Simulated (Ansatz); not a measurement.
System: Al.

The calculation's input:

```
crystal:
  lattice:
    - [-2.8144222649, 0.0, 0.0]
    - [-1.4072111325, -2.4373611784, 0.0]
    - [-1.4072111325, -0.8124537261, 18.4820941423]
  atoms:
    - { symbol: Al, position: [0.9791666667, 0.9791666667, 0.0625] }
    - { symbol: Al, position: [0.8125, 0.8125, 0.5625] }
    - { symbol: Al, position: [0.1041666667, 0.1041666667, 0.6875] }
    - { symbol: Al, position: [0.2708333333, 0.2708333333, 0.1875] }
    - { symbol: Al, position: [-0.2708333333, -0.2708333333, 0.8125] }
    - { symbol: Al, position: [-0.1041666667, -0.1041666667, 0.3125] }
    - { symbol: Al, position: [0.3541666667, 0.3541666667, 0.9375] }
    - { symbol: Al, position: [0.5208333333, 0.5208333333, 0.4375] }
basis:
  ecutwfc: 420
kpoints:
  mp_grid: { grid: [16, 16, 2] }
hamiltonian:
  xc: pbe
  pseudopotentials: { kind: paw, azcp: { folder: soft_1 } }
  dispersion: d3bj
scf:
  occupations: { method: gaussian, width: 0.15 }
output:
  forces: true
  stress: true
  eigenvalues: true
  write_density: true
  write_potential: true
  elf: true
  volumetric_format: npy
```

Launched as:

```sh
ansatz run input.yaml --threads 2 --pin off --max-ram 4096MiB --backend cpu --events-out ev --progress --plain --runs-dir out
```

Below, planes, directions and counts refer to the conventional cell (a = 2.81 Å, b = 2.81 Å, c = 55.45 Å, α = 90.00°, β = 90.00°, γ = 120.00°).

Space group R3m; a point of a scan over the structure, not its minimum; a structure from a database of computed crystals, not necessarily the ambient phase; PAW files of the earlier set (soft_1).

The calculation used DFT PBE+D3(BJ), scalar-relativistic, plane waves, PAW in Ansatz 0.2.0.

Predict the valence pseudo-density and electron localisation function between the atoms.

Answer. Al–Al (2.81 Å): the density is about 0.21 e/Å³ at the midpoint; the ELF peaks at about 0.65 between the atoms.

Metal or insulator at this level of theory?

Answer. It is metallic or semimetallic at this level of theory: no gap opens.

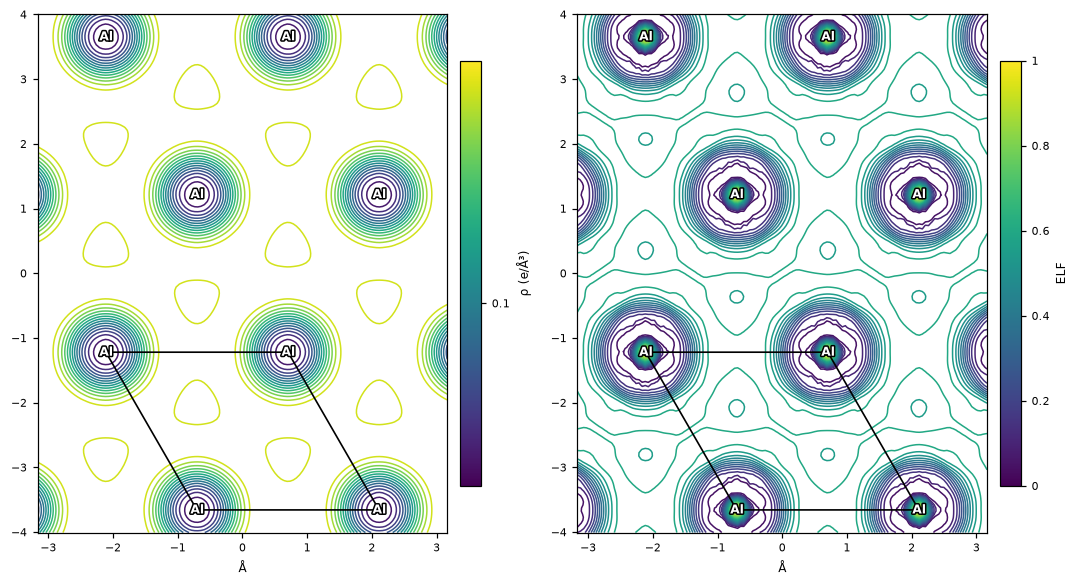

Computed valence pseudo-density and electron localisation function on the (001) plane of the conventional cell, in this order. 

Core electrons are frozen (PAW), and the valence fields are smoothed inside the atomic spheres.
